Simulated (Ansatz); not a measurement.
**Run report: Rh, geometry relaxation (part 2 of 4)**

Continued. System: Rh (interface cell, 36 atoms in the cell). Method: DFT PBE, scalar-relativistic, plane waves, PAW, no spin polarisation (Ansatz 0.2.0); cutoff 420 eV, 12×4×2 k-mesh, Gaussian smearing of 0.1 eV. The structure derives from an entry of the Crystallography Open Database. It belongs to a series of runs on one base structure; here: symmetric tilt boundary Sigma 9 (4 1 1), mirror between planes, shift [0, 0.5].

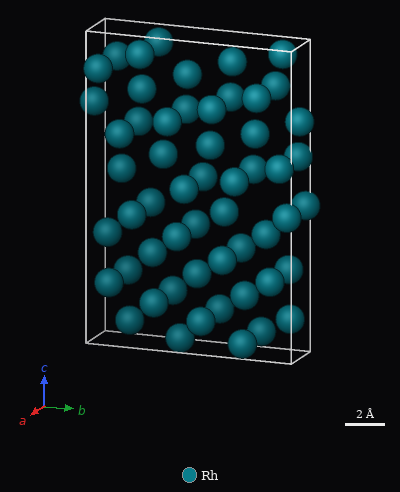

**Figure 1.** The geometry at step 7 of the log (spheres-only view of the cell of the calculation, seen slightly off an axis).

## Output, continued
```
  k-point 0: bands = ["-58.0202", "-58.0195", "-58.0113", "-58.0111", "-57.9351", "-57.9331", "-57.9301", "-57.9205", "-57.9030", "-57.9001", ... 158 levels left out ..., "15.4600", "15.5159", "15.5484", "15.5884", "15.6034", "15.6835", "15.6940", "15.8248", "15.8281", "15.8785", "16.0151", "16.0226", "16.0261", "16.0298", "16.0831", "16.1928", "16.2529", "16.3502", "16.4006", "16.4428", "16.4575", "16.5521", "16.8323", "16.8513", "16.9475", "16.9546", "17.1001", "17.1045", "17.1499",
      "17.1699", "17.1801", "17.2335", "17.2893", "17.3105", "17.3691", "17.4279", "17.4849", "17.5380", "17.5414", "17.5704", "17.5732", "17.5774", "17.5815", "17.6771", "17.6864", "17.6922", "17.7559", "17.8158", "17.8272", "17.8653", "17.8688", "17.8808", "17.9662", "18.0362", "18.0420", "18.1020", "18.1175", "18.1264", "18.1425", "18.1479", "18.1585", "18.1722", "18.1738", "18.1968", "18.2331", "18.2339", "18.2484", "18.2494", "18.2756",
      "18.3186", "18.3275", "18.3364", "18.4123", "18.4368", "18.4442", "18.4670", "18.4939", "18.4941", "18.5003", "18.5043", "18.5522", "18.5859", "18.6334", "18.6580", "18.7007", "18.7836", "18.7864", "18.7939", "18.8123", "18.8488", "18.8811", "18.8970", "18.9196", "18.9214", "18.9582", "18.9588", "18.9625", "18.9702", "18.9756", "18.9857", "19.1098", "19.1314", "19.2693", "19.2721", "19.2811", "19.3189", "19.4952", "19.5464", "19.5715",
      "19.5747", "19.6109", "19.6145", "19.6154", "19.6259", "19.7340", "19.7850", "19.7934", "19.8245", "19.8929", "19.9039", "19.9798", "20.0232", "20.0475", "20.1265", "20.1282", "20.2022", "20.2418", "20.2520", "20.2534", "20.2671", "20.2782", "20.2906", "20.3313", "20.3408", "20.3450", "20.3862", "20.4412", "20.4583", "20.5974", "20.6521", "20.6529", "20.6609", "20.6745", "20.6887", "20.8190", "20.8305", "20.8380", "20.8426", "20.9672",
      "21.0263", "21.0318", "21.0408", "21.0629", "21.1190", "21.1528", "21.1912", "21.2021", "21.2557", "21.2639", "21.2837", "21.2886", "21.3156", "21.3238", "21.3721", "21.3757", "21.3761", "21.5251", "21.5291", "21.6432", "21.6729", "21.7226", "21.7537", "21.8646", "22.1579", "22.1938", "22.2322", "22.2924", "22.3908", "22.4010", "22.6835", "22.7777", "23.1245", "23.2824", "23.9819", "24.0653", "24.5120", "24.5420", "25.4177", "25.4677",
      "26.3834", "26.5016", "27.2701", "27.5634", "27.8617", "28.6486", "29.2315", "29.2465", "29.8908", "29.9357", "29.9889"]
  k-point 1: bands = ["-58.0199", "-58.0199", "-58.0112", "-58.0112", "-57.9346", "-57.9346", "-57.9254", "-57.9254", "-57.9005", "-57.9005", ... 158 levels left out ..., "15.4786", "15.4786", "15.6151", "15.6151", "15.6668", "15.6669", "15.7348", "15.7348", "15.8267", "15.8268", "15.8957", "15.8957", "16.1313", "16.1313", "16.2348", "16.2348", "16.2829", "16.2829", "16.3893", "16.3894", "16.6687", "16.6687", "16.7008", "16.7008", "16.9546", "16.9546", "17.0030", "17.0031", "17.1699",
      "17.1700", "17.2073", "17.2074", "17.3112", "17.3112", "17.4464", "17.4464", "17.5201", "17.5201", "17.5675", "17.5675", "17.5946", "17.5946", "17.6424", "17.6424", "17.6799", "17.6799", "17.7859", "17.7859", "17.8963", "17.8964", "17.9012", "17.9013", "17.9293", "17.9293", "18.0291", "18.0292", "18.0707", "18.0707", "18.1460", "18.1460", "18.1981", "18.1981", "18.2118", "18.2118", "18.2421", "18.2422", "18.2947", "18.2947", "18.2952",
      "18.2952", "18.3088", "18.3088", "18.4171", "18.4172", "18.4270", "18.4271", "18.4397", "18.4397", "18.4701", "18.4702", "18.4738", "18.4738", "18.6401", "18.6401", "18.7252", "18.7252", "18.7309", "18.7309", "18.7532", "18.7532", "18.8308", "18.8308", "18.9221", "18.9221", "19.0187", "19.0188", "19.0774", "19.0774", "19.1344", "19.1344", "19.2516", "19.2516", "19.3309", "19.3309", "19.4141", "19.4141", "19.4771", "19.4772", "19.5383",
      "19.5384", "19.6184", "19.6184", "19.6345", "19.6345", "19.7642", "19.7642", "19.7818", "19.7818", "19.8990", "19.8991", "19.9984", "19.9984", "20.0425", "20.0425", "20.1333", "20.1333", "20.1782", "20.1782", "20.1971", "20.1971", "20.3305", "20.3305", "20.4023", "20.4023", "20.4594", "20.4594", "20.4814", "20.4815", "20.5123", "20.5123", "20.6617", "20.6618", "20.7045", "20.7045", "20.8485", "20.8485", "20.9293", "20.9293", "20.9547",
      "20.9547", "21.0417", "21.0417", "21.0755", "21.0756", "21.1764", "21.1764", "21.2043", "21.2043", "21.2319", "21.2319", "21.2569", "21.2569", "21.3280", "21.3280", "21.4499", "21.4499", "21.5187", "21.5188", "21.6297", "21.6297", "21.6865", "21.6865", "21.8030", "21.8031", "21.8707", "21.8707", "22.1121", "22.1121", "23.1591", "23.1591", "23.3890", "23.3890", "23.8297", "23.8297", "24.2052", "24.2052", "24.4115", "24.4116", "25.7904",
      "25.7904", "26.8782", "26.8782", "28.0647", "28.0648", "28.9171", "28.9173", "29.6459", "29.6459", "30.2878", "30.2878"]
  k-point 2: bands = ["-58.0198", "-58.0193", "-58.0117", "-58.0116", "-57.9344", "-57.9316", "-57.9309", "-57.9229", "-57.9021", "-57.8994", ... 158 levels left out ..., "15.4749", "15.5193", "15.5255", "15.5530", "15.6063", "15.6817", "15.7498", "15.7747", "15.8110", "15.8646", "15.8801", "15.9737", "15.9961", "16.0076", "16.1020", "16.2094", "16.2239", "16.2820", "16.3794", "16.5965", "16.6332", "16.6874", "16.6937", "16.8933", "16.9102", "17.0282", "17.0295", "17.1181", "17.1569",
      "17.1872", "17.2286", "17.2689", "17.2936", "17.3554", "17.4617", "17.4778", "17.4916", "17.5358", "17.5657", "17.5678", "17.6231", "17.6235", "17.6512", "17.6549", "17.6693", "17.7062", "17.7429", "17.8052", "17.8136", "17.8542", "17.8672", "17.9297", "17.9706", "17.9886", "18.0134", "18.0708", "18.0890", "18.0977", "18.1238", "18.1463", "18.1546", "18.1552", "18.1656", "18.1849", "18.1922", "18.2276", "18.2507", "18.2535", "18.2734",
      "18.3033", "18.3157", "18.3194", "18.3401", "18.3790", "18.4223", "18.4483", "18.4545", "18.4806", "18.4835", "18.5009", "18.5010", "18.5263", "18.5510", "18.5773", "18.6481", "18.7004", "18.7124", "18.7184", "18.7628", "18.8015", "18.8491", "18.8492", "18.9091", "18.9521", "18.9600", "19.0220", "19.0362", "19.0471", "19.1154", "19.1222", "19.1408", "19.2783", "19.2985", "19.3350", "19.3364", "19.3554", "19.3790", "19.4468", "19.4941",
      "19.5310", "19.5445", "19.5674", "19.6288", "19.6783", "19.6953", "19.7077", "19.7502", "19.8118", "19.9115", "19.9245", "19.9337", "19.9543", "19.9953", "19.9983", "20.1739", "20.1862", "20.1981", "20.2134", "20.2513", "20.2668", "20.3875", "20.4002", "20.4154", "20.4284", "20.4399", "20.5790", "20.5861", "20.6017", "20.6087", "20.6282", "20.6498", "20.6914", "20.7214", "20.7638", "20.7927", "20.7952", "20.8793", "20.9010", "20.9659",
      "20.9795", "21.0050", "21.0070", "21.0414", "21.0811", "21.0985", "21.1023", "21.1401", "21.1934", "21.2552", "21.2639", "21.3015", "21.3023", "21.3141", "21.3402", "21.3594", "21.4000", "21.5164", "21.5395", "21.6644", "21.6861", "21.6911", "21.7969", "21.8545", "21.9745", "22.1367", "22.1575", "22.3847", "22.4364", "22.5910", "22.6351", "22.9279", "22.9421", "23.4285", "23.5200", "24.2413", "24.8354", "25.2631", "25.2747", "25.7513",
      "26.0282", "26.1334", "27.2136", "27.4116", "27.5383", "28.3066", "28.5736", "29.6467", "29.9996", "30.1182", "30.1790"]
  k-point 41: bands = ["-57.9688", "-57.9688", "-57.9687", "-57.9687", "-57.8663", "-57.8663", "-57.8662", "-57.8662", "-57.8548", "-57.8548", ... 158 levels left out ..., "15.6881", "15.6881", "15.6882", "15.6882", "15.8571", "15.8571", "15.8572", "15.8572", "15.9963", "15.9963", "15.9963", "15.9963", "16.1822", "16.1822", "16.1822", "16.1822", "16.3818", "16.3818", "16.3818", "16.3818", "16.4801", "16.4801", "16.4801", "16.4801", "16.6018", "16.6018", "16.6019", "16.6019", "16.7577",
      "16.7577", "16.7577", "16.7577", "17.0200", "17.0200", "17.0200", "17.0200", "17.1156", "17.1156", "17.1157", "17.1157", "17.2843", "17.2843", "17.2843", "17.2843", "17.4693", "17.4693", "17.4694", "17.4694", "17.6307", "17.6307", "17.6308", "17.6308", "17.8273", "17.8273", "17.8274", "17.8274", "17.9935", "17.9935", "17.9935", "17.9935", "18.1367", "18.1367", "18.1367", "18.1367", "18.3681", "18.3681", "18.3681", "18.3681", "18.5306",
      "18.5306", "18.5307", "18.5307", "18.7607", "18.7607", "18.7607", "18.7607", "18.9070", "18.9070", "18.9070", "18.9070", "19.0197", "19.0197", "19.0197", "19.0197", "19.3232", "19.3232", "19.3233", "19.3233", "19.4558", "19.4558", "19.4558", "19.4558", "19.6933", "19.6933", "19.6933", "19.6933", "19.8034", "19.8034", "19.8035", "19.8035", "20.0669", "20.0669", "20.0669", "20.0669", "20.3211", "20.3211", "20.3211", "20.3211", "20.3799",
      "20.3799", "20.3800", "20.3800", "20.5766", "20.5766", "20.5766", "20.5766", "20.6894", "20.6894", "20.6895", "20.6895", "20.8561", "20.8561", "20.8561", "20.8561", "21.0591", "21.0591", "21.0591", "21.0591", "21.1242", "21.1242", "21.1242", "21.1242", "21.2967", "21.2967", "21.2967", "21.2967", "21.3772", "21.3772", "21.3772", "21.3772", "21.4480", "21.4480", "21.4480", "21.4480", "21.5956", "21.5956", "21.5956", "21.5956", "21.7256",
      "21.7256", "21.7256", "21.7256", "21.8272", "21.8272", "21.8273", "21.8273", "22.7739", "22.7739", "22.7739", "22.7739", "23.6149", "23.6149", "23.6149", "23.6149", "23.9664", "23.9664", "23.9664", "23.9664", "24.4030", "24.4030", "24.4030", "24.4030", "24.8631", "24.8631", "24.8631", "24.8631", "25.0720", "25.0720", "25.0720", "25.0720", "25.8215", "25.8215", "25.8215", "25.8215", "26.4886", "26.4886", "26.4887", "26.4887", "27.1131",
      "27.1131", "27.1131", "27.1131", "28.6861", "28.6861", "28.6861", "28.6861", "29.7398", "29.7398", "29.7398", "29.7398"]
--- Relaxed structure (6 steps of the walk, 5 accepted, 1 SCFs on fresh bases) ---
  F+E_penalty+E_count = -230498.62822732 eV   max|allowed force component| = 1.689e-2 eV/Å   (the final SCF, on the basis selected at the relaxed cell)
  cell:  # Å, volume = 523.8991 Å³
    - [2.7082034564, 0.0, 0.0]
    - [0.0, 11.4899341732, 0.0]
    - [0.0, 0.0, 16.836384012437648]
  atoms:
    - { symbol: Rh, position: [1.0, 0.558678438722088, 0.10715320210639315] }
    - { symbol: Rh, position: [1.0, 0.11167483114321294, 0.20185770102106682] }
    - { symbol: Rh, position: [1.0, 0.6629481758414165, 0.3094545624940611] }
    - { symbol: Rh, position: [1.0, 0.22233979524980893, 0.42592857180262145] }
    - { symbol: Rh, position: [1.0, 0.7615945701276229, 0.048772017304866515] }
    - { symbol: Rh, position: [1.0, 0.3302120909009706, 0.15114990740463452] }
    - { symbol: Rh, position: [1.0, 0.8950368626298699, 0.25544485369018144] }
    - { symbol: Rh, position: [1.0, 0.44116038675558955, 0.3707188800068122] }
    - { symbol: Rh, position: [0.5, 0.4116254307050413, 0.024793412397498247] }
    - { symbol: Rh, position: [0.5, 0.9477312459848245, 0.12021451969619065] }
    - { symbol: Rh, position: [0.5, 0.49385474423658066, 0.23549224147314124] }
    - { symbol: Rh, position: [0.5, 0.058677625135225356, 0.3397929667178873] }
    - { symbol: Rh, position: [0.5, 0.6272911642349511, 0.4421640104577175] }
    - { symbol: Rh, position: [0.5, 0.1665561521205387, 0.06500919942030717] }
    - { symbol: Rh, position: [0.5, 0.7259435978932206, 0.1814808947934498] }
    - { symbol: Rh, position: [0.5, 0.27721294538119123, 0.28908155113841155] }
    - { symbol: Rh, position: [0.5, 0.830207801167434, 0.38378283263248664] }
    - { symbol: Rh, position: [-4.305771020489675e-36, 0.9772541417704135, 0.46614616126507225] }
    - { symbol: Rh, position: [1.0, 0.058678438722087944, 0.8837829270158291] }
    - { symbol: Rh, position: [1.0, 0.6116748311432131, 0.7890784281011555] }
    - { symbol: Rh, position: [1.0, 0.16294817584141646, 0.6814815666281611] }
    - { symbol: Rh, position: [1.0, 0.7223397952498091, 0.5650075573196007] }
    - { symbol: Rh, position: [1.0, 0.26159457012762305, 0.9421641118173556] }
    - { symbol: Rh, position: [1.0, 0.8302120909009707, 0.8397862217175875] }
    - { symbol: Rh, position: [1.0, 0.3950368626298698, 0.7354912754320406] }
    - { symbol: Rh, position: [1.0, 0.9411603867555896, 0.62021724911541] }
    - { symbol: Rh, position: [0.5, 0.9116254307050413, 0.9661427167247237] }
    - { symbol: Rh, position: [0.5, 0.4477312459848246, 0.8707216094260315] }
    - { symbol: Rh, position: [0.5, -0.006145255763419281, 0.755443887649081] }
    - { symbol: Rh, position: [0.5, 0.5586776251352255, 0.6511431624043348] }
    - { symbol: Rh, position: [0.5, 0.12729116423495107, 0.5487721186645046] }
    - { symbol: Rh, position: [0.5, 0.6665561521205388, 0.925926929701915] }
    - { symbol: Rh, position: [0.5, 0.22594359789322052, 0.8094552343287723] }
    - { symbol: Rh, position: [0.5, 0.7772129453811912, 0.7018545779838106] }
    - { symbol: Rh, position: [0.5, 0.3302078011674339, 0.6071532964897355] }
    - { symbol: Rh, position: [-4.305771020489675e-36, 0.4772541417704134, 0.5247899678571499] }
--- Löwdin populations: 36 sites ---
  site symbol       q [e]
     0     Rh     16.8983
     1     Rh     16.9079
     2     Rh     16.9216
     3     Rh     16.8974
     4     Rh     16.9251
     5     Rh     16.8858
     6     Rh     16.8690
     7     Rh     16.9019
     8     Rh     16.9098
     9     Rh     16.9019
    10     Rh     16.8690
    11     Rh     16.8859
    12     Rh     16.9251
    13     Rh     16.8974
    14     Rh     16.9216
    15     Rh     16.9079
    16     Rh     16.8983
    17     Rh     16.9098
    18     Rh     16.8983
    19     Rh     16.9079
    20     Rh     16.9216
    21     Rh     16.8974
    22     Rh     16.9251
    23     Rh     16.8858
    24     Rh     16.8690
    25     Rh     16.9019
    26     Rh     16.9098
    27     Rh     16.9019
    28     Rh     16.8690
    29     Rh     16.8859
    30     Rh     16.9251
    31     Rh     16.8974
    32     Rh     16.9216
    33     Rh     16.9079
    34     Rh     16.8983
    35     Rh     16.9098
  spilling = 0.005773 (of n_electrons = 612.000000)
```

## File populations.tsv
```
# site	symbol	l	j	q
# orbitals = lowdin
# n_electrons = 612.000000
# spilling = 0.005773
0	Rh	0_4S	-	1.987541
0	Rh	0_5S	-	0.782180
0	Rh	1_4P	-	5.993126
0	Rh	2_4D	-	8.135419
1	Rh	0_4S	-	1.988265
1	Rh	0_5S	-	0.787784
1	Rh	1_4P	-	5.994400
1	Rh	2_4D	-	8.137403
2	Rh	0_4S	-	1.987315
2	Rh	0_5S	-	0.782328
2	Rh	1_4P	-	5.993907
2	Rh	2_4D	-	8.158062
3	Rh	0_4S	-	1.990199
3	Rh	0_5S	-	0.758827
3	Rh	1_4P	-	5.994410
3	Rh	2_4D	-	8.153965
4	Rh	0_4S	-	1.987454
4	Rh	0_5S	-	0.800327
4	Rh	1_4P	-	5.993536
4	Rh	2_4D	-	8.143791
5	Rh	0_4S	-	1.988225
5	Rh	0_5S	-	0.768326
5	Rh	1_4P	-	5.994536
5	Rh	2_4D	-	8.134763
6	Rh	0_4S	-	1.987677
6	Rh	0_5S	-	0.762772
6	Rh	1_4P	-	5.994540
6	Rh	2_4D	-	8.124000
7	Rh	0_4S	-	1.988910
7	Rh	0_5S	-	0.777436
7	Rh	1_4P	-	5.994293
7	Rh	2_4D	-	8.141216
8	Rh	0_4S	-	1.987991
8	Rh	0_5S	-	0.784594
8	Rh	1_4P	-	5.993552
8	Rh	2_4D	-	8.143689
9	Rh	0_4S	-	1.988911
9	Rh	0_5S	-	0.777435
9	Rh	1_4P	-	5.994293
9	Rh	2_4D	-	8.141226
10	Rh	0_4S	-	1.987677
10	Rh	0_5S	-	0.762773
10	Rh	1_4P	-	5.994540
10	Rh	2_4D	-	8.124000
11	Rh	0_4S	-	1.988226
11	Rh	0_5S	-	0.768327
11	Rh	1_4P	-	5.994536
11	Rh	2_4D	-	8.134765
12	Rh	0_4S	-	1.987454
12	Rh	0_5S	-	0.800322
12	Rh	1_4P	-	5.993536
12	Rh	2_4D	-	8.143801
13	Rh	0_4S	-	1.990199
13	Rh	0_5S	-	0.758826
13	Rh	1_4P	-	5.994410
13	Rh	2_4D	-	8.153962
14	Rh	0_4S	-	1.987315
14	Rh	0_5S	-	0.782326
14	Rh	1_4P	-	5.993907
14	Rh	2_4D	-	8.158063
15	Rh	0_4S	-	1.988265
15	Rh	0_5S	-	0.787785
15	Rh	1_4P	-	5.994400
15	Rh	2_4D	-	8.137401
16	Rh	0_4S	-	1.987540
16	Rh	0_5S	-	0.782181
16	Rh	1_4P	-	5.993126
16	Rh	2_4D	-	8.135412
17	Rh	0_4S	-	1.987991
17	Rh	0_5S	-	0.784594
17	Rh	1_4P	-	5.993552
17	Rh	2_4D	-	8.143692
18	Rh	0_4S	-	1.987541
18	Rh	0_5S	-	0.782180
18	Rh	1_4P	-	5.993126
18	Rh	2_4D	-	8.135419
19	Rh	0_4S	-	1.988265
19	Rh	0_5S	-	0.787784
19	Rh	1_4P	-	5.994400
19	Rh	2_4D	-	8.137403
20	Rh	0_4S	-	1.987315
20	Rh	0_5S	-	0.782328
20	Rh	1_4P	-	5.993907
20	Rh	2_4D	-	8.158062
21	Rh	0_4S	-	1.990199
21	Rh	0_5S	-	0.758827
21	Rh	1_4P	-	5.994410
21	Rh	2_4D	-	8.153965
22	Rh	0_4S	-	1.987454
22	Rh	0_5S	-	0.800327
22	Rh	1_4P	-	5.993536
22	Rh	2_4D	-	8.143791
23	Rh	0_4S	-	1.988225
23	Rh	0_5S	-	0.768326
23	Rh	1_4P	-	5.994536
23	Rh	2_4D	-	8.134763
24	Rh	0_4S	-	1.987677
24	Rh	0_5S	-	0.762772
24	Rh	1_4P	-	5.994540
24	Rh	2_4D	-	8.124000
25	Rh	0_4S	-	1.988910
25	Rh	0_5S	-	0.777436
25	Rh	1_4P	-	5.994293
25	Rh	2_4D	-	8.141216
26	Rh	0_4S	-	1.987991
26	Rh	0_5S	-	0.784594
26	Rh	1_4P	-	5.993552
26	Rh	2_4D	-	8.143689
27	Rh	0_4S	-	1.988911
27	Rh	0_5S	-	0.777435
27	Rh	1_4P	-	5.994293
27	Rh	2_4D	-	8.141226
28	Rh	0_4S	-	1.987677
28	Rh	0_5S	-	0.762773
28	Rh	1_4P	-	5.994540
28	Rh	2_4D	-	8.124000
29	Rh	0_4S	-	1.988226
29	Rh	0_5S	-	0.768327
29	Rh	1_4P	-	5.994536
29	Rh	2_4D	-	8.134765
30	Rh	0_4S	-	1.987454
30	Rh	0_5S	-	0.800322
```
